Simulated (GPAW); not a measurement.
# zinc-blende (ZnS)₁₋ₓ(ZnSe)ₓ at x = 0: the Zn K absorption edge

Aim: the Zn K edge in zinc-blende (ZnS)₁₋ₓ(ZnSe)ₓ at x = 0, one member of a composition series.

Main program and level: GPAW 26.7.0; X-ray absorption from dipole matrix elements to empty bands, plane-wave PAW PBE.

## 1. Starting point

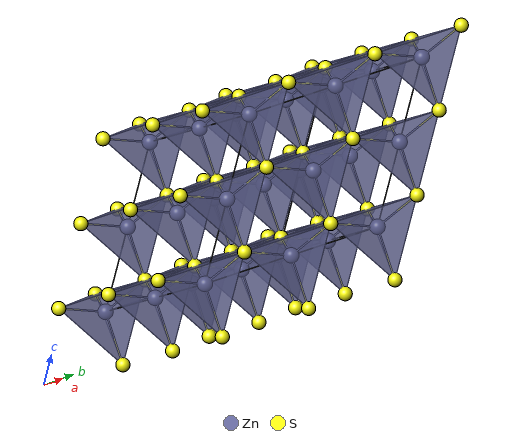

The cell as given, from a free direction (zinc blue, sulfur yellow). Some periodic images of atoms are drawn too.

As a file:

```xyz
16
Lattice="0.0000 5.4100 5.4100 5.4100 0.0000 5.4100 5.4100 5.4100 0.0000" Properties=species:S:1:pos:R:3 pbc="T T T"
Zn    0.0000    0.0000    0.0000
S     1.3525    1.3525    1.3525
Zn    2.7050    2.7050    0.0000
S     4.0575    4.0575    1.3525
Zn    2.7050    0.0000    2.7050
S     4.0575    1.3525    4.0575
Zn    5.4100    2.7050    2.7050
S     6.7625    4.0575    4.0575
Zn    0.0000    2.7050    2.7050
S     1.3525    4.0575    4.0575
Zn    2.7050    5.4100    2.7050
S     4.0575    6.7625    4.0575
Zn    2.7050    2.7050    5.4100
S     4.0575    4.0575    6.7625
Zn    5.4100    5.4100    5.4100
S     6.7625    6.7625    6.7625
```

## 2. The field without a hole

The ground state comes first: it tells whether the system has a gap, which decides how the excited electron is treated.

File scf.py:

```python
import numpy as np
from ase import Atoms
from ase.parallel import parprint, paropen
from gpaw import GPAW, PW, FermiDirac, Mixer, MixerDif, setup_paths
from gpaw.test import gen
setup_paths.insert(0, '.')
gen('Zn', name='nch1s', xcname='PBE', corehole=(1, 0, 0), write_xml=True)
from gpaw.mpi import world
world.barrier()

atoms = Atoms('ZnSZnSZnSZnSZnSZnSZnSZnS',
    cell=[[0, 5.41, 5.41],
     [5.41, 0, 5.41],
     [5.41, 5.41, 0]],
    scaled_positions=[[0, 0, 0],
     [0.125, 0.125, 0.125],
     [0, 0, 0.5],
     [0.125, 0.125, 0.625],
     [0, 0.5, 0],
     [0.125, 0.625, 0.125],
     [0, 0.5, 0.5],
     [0.125, 0.625, 0.625],
     [0.5, 0, 0],
     [0.625, 0.125, 0.125],
     [0.5, 0, 0.5],
     [0.625, 0.125, 0.625],
     [0.5, 0.5, 0],
     [0.625, 0.625, 0.125],
     [0.5, 0.5, 0.5],
     [0.625, 0.625, 0.625]],
    pbc=True)
atoms.calc = calc = GPAW(legacy_gpaw=True, mode=PW(400, force_complex_dtype=True), xc='PBE', setups={0: 'nch1s'},
    kpts={'size': (4, 4, 4), 'gamma': True}, occupations=FermiDirac(0.05),
    charge=0, mixer=Mixer(0.1, 5, 50), maxiter=150,
    convergence={'density': 0.0001, 'eigenstates': 1e-6}, txt='scf.txt')
energy = atoms.get_potential_energy() + calc.get_reference_energy()
ef = calc.get_fermi_level()
out = dict(energy=energy, fermi=ef, forces=atoms.get_forces().tolist())
parprint(f'all-electron energy {energy:.4f} eV, Fermi level {ef:.4f} eV')
ev = np.array([[calc.get_eigenvalues(k, s) for k in range(len(calc.get_ibz_k_points()))] for s in range(calc.get_number_of_spins())])
out['homo'], out['lumo'], out['counts'] = ev[ev < ef].max(), ev[ev > ef].min(), sorted(set((ev < ef).sum((0, 2)).tolist()))
out['filled'] = (ev[:, 0] < ef).sum(1).tolist()
import json
with paropen('out.json', 'w') as f:
    json.dump(out, f)
```

Command:

```sh
$ OMP_NUM_THREADS=1 mpirun -n 4 gpaw python scf.py
```

Numbers of over 12 decimals in the logs are rounded to 6 here.

Log:

```text
Input parameters:
  convergence: {density: 0.0001,
                eigenstates: 1e-06}
  kpts: {gamma: True,
         size: (4, 4, 4)}
  maxiter: 150
  mixer: {backend: pulay,
          beta: 0.1,
          method: separate,
          nmaxold: 5,
          weight: 50}
  mode: {ecut: 400.0,
         force_complex_dtype: True,
         name: pw}
  occupations: {fixmagmom: False,
                name: fermi-dirac,
                width: 0.05}
  setups: {0: nch1s}
  xc: PBE

Initialize ...

[... PAW data sets ...]

Reference energy: -477751.573116  # eV

Spin-paired calculation

[... convergence settings ...]
Symmetries present (total): 24
  [... symmetry matrices ...]

64 k-points: 4 x 4 x 4 Monkhorst-Pack grid + [1/8,1/8,1/8]
8 k-points in the irreducible part of the Brillouin zone
       k-points in crystal coordinates                weights
   0:     0.00000000    0.00000000    0.00000000          1/64
   1:     0.25000000    0.25000000    0.00000000          6/64
   2:     0.25000000    0.25000000    0.25000000          8/64
   3:     0.50000000    0.25000000   -0.25000000          6/64
   4:     0.50000000    0.25000000    0.25000000         12/64
   5:     0.50000000    0.50000000    0.00000000          3/64
   6:     0.50000000    0.50000000    0.25000000         24/64
   7:     0.50000000    0.50000000    0.50000000          4/64

Wave functions: Plane wave expansion
  Cutoff energy: 400.000 eV
  Number of coefficients (min, max): 5720, 5780
  Pulay-stress correction: 0.000000 eV/Ang^3 (de/decut=0.000000)
  Using FFTW library
  Wavefunction extrapolation:
    Improved wavefunction reuse through dual PAW basis

Occupation numbers: Fermi-Dirac:
  width: 0.0500  # eV

Eigensolver
   Davidson(niter=2)

Densities:
  Coarse grid: 36*36*36 grid
  Fine grid: 72*72*72 grid
  Total Charge: 0.000000

Density mixing:
  Method: separate
  Backend: pulay
  Linear mixing parameter: 0.1
  old densities: 5
  Width of damping distribution: 1.1
  Damping of long wavelength oscillations: 50

[... Hamiltonian set-up ...]
Number of atoms: 16
Number of atomic orbitals: 104
Number of bands in calculation: 91
Number of valence electrons: 144
Bands to converge: occupied

... initialized

Initializing position-dependent things.

Density initialized from atomic densities
Creating initial wave functions:
  91 bands from LCAO basis set

                            S
                    S
                        Zn
                     S
               Zn
             S   Zn       S

         Zn       S   Zn
                    S
              Zn
           S
               Zn
       Zn

Atomic positions and initial magnetic moments

Positions:
   0 Zn     0.000000    0.000000    0.000000    ( 0.0000,  0.0000,  0.0000)
   1 S      1.352500    1.352500    1.352500    ( 0.0000,  0.0000,  0.0000)
   2 Zn     2.705000    2.705000    0.000000    ( 0.0000,  0.0000,  0.0000)
   3 S      4.057500    4.057500    1.352500    ( 0.0000,  0.0000,  0.0000)
   4 Zn     2.705000    0.000000    2.705000    ( 0.0000,  0.0000,  0.0000)
   5 S      4.057500    1.352500    4.057500    ( 0.0000,  0.0000,  0.0000)
   6 Zn     5.410000    2.705000    2.705000    ( 0.0000,  0.0000,  0.0000)
[...]
13 S      4.057500    4.057500    6.762500    ( 0.0000,  0.0000,  0.0000)
  14 Zn     5.410000    5.410000    5.410000    ( 0.0000,  0.0000,  0.0000)
  15 S      6.762500    6.762500    6.762500    ( 0.0000,  0.0000,  0.0000)

Unit cell:
           periodic     x           y           z      points  spacing
  1. axis:    yes    0.000000    5.410000    5.410000    36     0.1735
  2. axis:    yes    5.410000    0.000000    5.410000    36     0.1735
  3. axis:    yes    5.410000    5.410000    0.000000    36     0.1735

  Lengths:   7.650895   7.650895   7.650895
  Angles:   60.000000  60.000000  60.000000

Effective grid spacing dv^(1/3) = 0.1893

iter:   1   -56.367247
iter:   2   -56.328875   -0.17  -1.17
iter:   3   -54.892789   -0.95  -1.24
iter:   4   -55.024083   -1.45  -1.58
iter:   5   -55.589118   -1.31  -1.64
iter:   6   -55.121118   -1.84  -1.89
iter:   7   -54.997830   -2.31  -2.38
iter:   8   -54.985306   -2.91  -2.69
iter:   9   -54.984917c  -3.44  -2.97
iter:  10   -54.983181c  -3.03  -3.07
iter:  11   -54.980611c  -3.97  -3.37
iter:  12   -54.980625c  -4.28  -3.97
iter:  13   -54.980628c  -4.59  -4.20c
iter:  14   -54.980643c  -4.77  -4.36c
iter:  15   -54.980647c  -4.95  -4.54c
iter:  16   -54.980653c  -5.11  -4.62c
iter:  17   -54.980656c  -5.26  -4.71c
iter:  18   -54.980658c  -5.42  -4.85c
iter:  19   -54.980660c  -5.57  -4.94c
iter:  20   -54.980661c  -5.74  -5.00c
iter:  21   -54.980661c  -5.89  -5.19c
iter:  22   -54.980662c  -6.05c -5.23c

Converged after 22 iterations.

Dipole moment: (-23.935165, -23.935165, -23.935165) |e|*Ang

Energy contributions relative to reference atoms: (reference = -477751.573116)

Kinetic:        +90.880897
Potential:      -76.884366
External:        +0.000000
XC:             -69.076183
Entropy (-ST):   -0.000000
Local:           +0.098989
SIC:             +0.000000
--------------------------
Free energy:    -54.980662
Extrapolated:   -54.980662

Showing only first 2 kpts
 Kpt  Band  Eigenvalues  Occupancy
  0    70      3.71684    2.00000
  0    71      3.71684    2.00000
  0    72      5.80670    0.00000
  0    73      7.01423    0.00000

  1    70      3.31167    2.00000
  1    71      3.31167    2.00000
  1    72      6.98800    0.00000
  1    73      7.42241    0.00000

Fermi level: 4.74817

Gap: 2.090 eV
Transition (v -> c):
  (s=0, k=0, n=71, [0.00, 0.00, 0.00]) -> (s=0, k=0, n=72, [0.00, 0.00, 0.00])
No difference between direct/indirect transitions

Forces in eV/Ang:
  0 Zn   -0.00000    0.00000    0.00000
  1 S     0.00003    0.00003    0.00003
  2 Zn   -0.00000   -0.00000    0.00002
  3 S    -0.00003   -0.00003    0.00003
  4 Zn   -0.00000    0.00002    0.00000
  5 S    -0.00003    0.00003   -0.00003
  6 Zn   -0.00002   -0.00000    0.00000
[...]
13 S     0.00002    0.00002   -0.00002
 14 Zn   -0.00000    0.00000   -0.00000
 15 S    -0.00002   -0.00002   -0.00002
Scalar-relativistic atomic PBE calculation for Zn (Zinc, Z=30)
Core hole in 1s state (1s occupation: 2.0)
600 radial gridpoints.
|------------------------------------------------|
|------------------------------------------------|
[... the atom generator's iteration count ...]

Energy contributions:
-------------------------
Kinetic:    +1823.613160
XC:           -71.504391
Potential:  -3547.729445
-------------------------
Total:      -1795.620676

state      eigenvalue         ekin         rmax
-----------------------------------------------
1s^2.0 :  -349.886846   450.954911        0.033
2s^2.0 :   -42.553114    85.456797        0.189
2p^6.0 :   -36.898923    83.258415        0.152
3s^2.0 :    -4.747216    18.925213        0.588
3p^6.0 :    -3.065290    16.692437        0.592
3d^10.0:    -0.372700    11.038803        0.566
4s^2.0 :    -0.219651     1.423087        2.092
4p^0.0 :    -0.041035     0.518678        3.084
-----------------------------------------------
(units: Bohr and Hartree)

Generating PAW setup
Kinetic energy of the core from tauc = 1727.898395
Cutoffs:
rc(s)=2.430
rc(p)=2.400
rc(d)=2.230
rc(vbar)=2.260
rc(comp)=2.200
rc(nct)=2.430

Kinetic energy of the core states: 1710.378955
Charge: 0.0
Core electrons: 18.0
Valence electrons: 12.0
Pseudo-core charge: 0.104275
Shape function alpha=2.066
Pseudo-electron charge 3.892839
state    eigenvalue         norm
--------------------------------
4s(2) :    -0.219651     1.125459
*s    :     0.780349
4p(0) :    -0.041035     1.007410
*p    :     0.958965
3d(10):    -0.372700     0.153765
*d    :     0.627300
--------------------------------

Diagonalizing with gridspacing h=0.050

state   all-electron     PAW
-------------------------------
4s:      -0.219651    -0.219820
4p:      -0.041035    -0.041071
3d:      -0.372700    -0.373322
*f:                    0.071886
-------------------------------
all-electron energy -477806.5538 eV, Fermi level 4.7482 eV
```

Run time: 45 s. Hardware: 4 MPI ranks of Intel Xeon at 2.80GHz (Skylake/Cascade Lake), shared host; peak memory 0.33 GiB; 3 min of CPU time.

The mesh shows a gap of 2.09 eV. The excited electron is kept all the same, so that all members of the series, with or without a gap, are treated alike.

## 3. Reference energy of the cell

The photon energy needs a difference of total energies, so the cell and mesh of the coming hole run are first run without a hole.

scf.py: that of step 2 with these lines changed.

```diff
@@ -32,3 +32,3 @@
 atoms.calc = calc = GPAW(legacy_gpaw=True, mode=PW(400, force_complex_dtype=True), xc='PBE', setups={0: 'nch1s'},
-    kpts={'size': (4, 4, 4), 'gamma': True}, occupations=FermiDirac(0.05),
+    kpts={'size': (3, 3, 3), 'gamma': True}, occupations=FermiDirac(0.02),
     charge=0, mixer=Mixer(0.1, 5, 50), maxiter=150,
```

Log:

```text
Input parameters:
  convergence: {density: 0.0001,
                eigenstates: 1e-06}
  kpts: {gamma: True,
         size: (3, 3, 3)}
  maxiter: 150
  mixer: {backend: pulay,
          beta: 0.1,
          method: separate,
          nmaxold: 5,
          weight: 50}
  mode: {ecut: 400.0,
         force_complex_dtype: True,
         name: pw}
  occupations: {fixmagmom: False,
                name: fermi-dirac,
[...]
*s    :     0.780349
4p(0) :    -0.041035     1.007410
*p    :     0.958965
3d(10):    -0.372700     0.153765
*d    :     0.627300
--------------------------------

Diagonalizing with gridspacing h=0.050

state   all-electron     PAW
-------------------------------
4s:      -0.219651    -0.219820
4p:      -0.041035    -0.041071
3d:      -0.372700    -0.373322
*f:                    0.071886
-------------------------------
all-electron energy -477806.5263 eV, Fermi level 4.3626 eV
[key lines of the parts left out:]
Converged after 19 iterations.
Dipole moment: (-23.926594, -23.926594, -23.926594) |e|*Ang
Free energy:    -54.953182
Fermi level: 4.36257
```

Elapsed: 27 s, on 4 MPI ranks; peak memory 0.32 GiB.

Reference energy: -477806.526 eV with the cores included.

[end of part 1 of 2]

[Banner, clock and machine lines of the logs are left out without a mark of their own.]

[Logs are printed without paths, hosts, clocks, repeated set-up lines and the standing remarks that a program may print on its own settings, such as how far it seeks lower states.]

[Hosts, paths, dates, database ids (printed as entryN), source tags and the programs' standing remarks are cut or masked in the printed files.]

[Lists of maxima count a maximum above −3 eV only where it reaches 4 % of the highest in the window and stands out from its surroundings by 2 % of it (1.5 % where it reaches 55 %); shoulders and weaker maxima are passed over, and of the rest the first, up to two pre-edge ones and the few strongest are named.]
